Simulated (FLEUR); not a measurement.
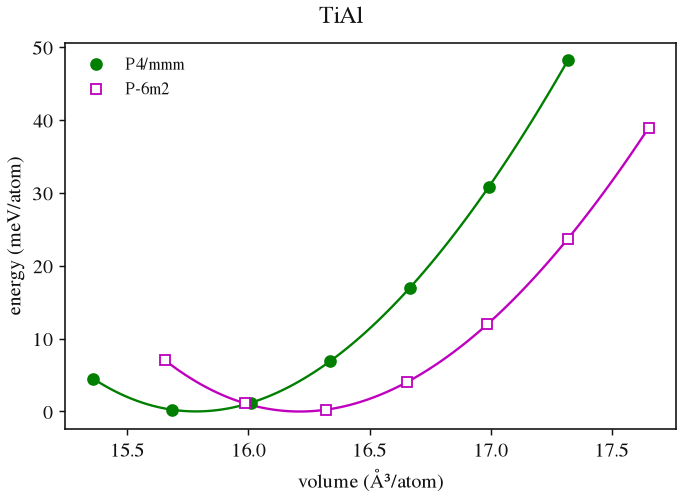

The plot gives the computed energy against volume, with one curve for each structure, for TiAl. Each energy curve has its own zero, so the curves don't rank the structures.

Method: all-electron LAPW DFT, no spin polarisation; energies at scaled volumes of the given cell, shape and fractions fixed, counted from the fit's minimum, third-order Birch-Murnaghan fit (FLEUR MaX-R8.1 (later development tree)). Level: PBEsol.

```tsv
setting	value
occupations	Fermi–Dirac
smearing width	0.05 eV
potentials	all electron
```

Settings that differ: P4/mmm: k mesh 9×9×7; P-6m2: k mesh 11×11×6.

### Order the curves by fitted equilibrium volume, smallest first.

P4/mmm 15.784, P-6m2 16.212 Å³/atom.

### Order the curves by fitted bulk modulus, smallest first.

P-6m2 111.7, P4/mmm 120.5 GPa.

Caveats: shape and atomic fractions are frozen while scaling, which makes layered, chain and framework solids too stiff.

The computed values:

P4/mmm:
```tsv
volume (Å³/atom)	energy (meV/atom)
15.36	4.52
15.68	0.24
16.01	1.21
16.34	6.92
16.67	16.92
16.99	30.81
17.32	48.18
```

P-6m2:
```tsv
volume (Å³/atom)	energy (meV/atom)
15.65	7.07
15.99	1.11
16.32	0.25
16.65	4.01
16.99	11.96
17.32	23.72
17.65	38.92
```
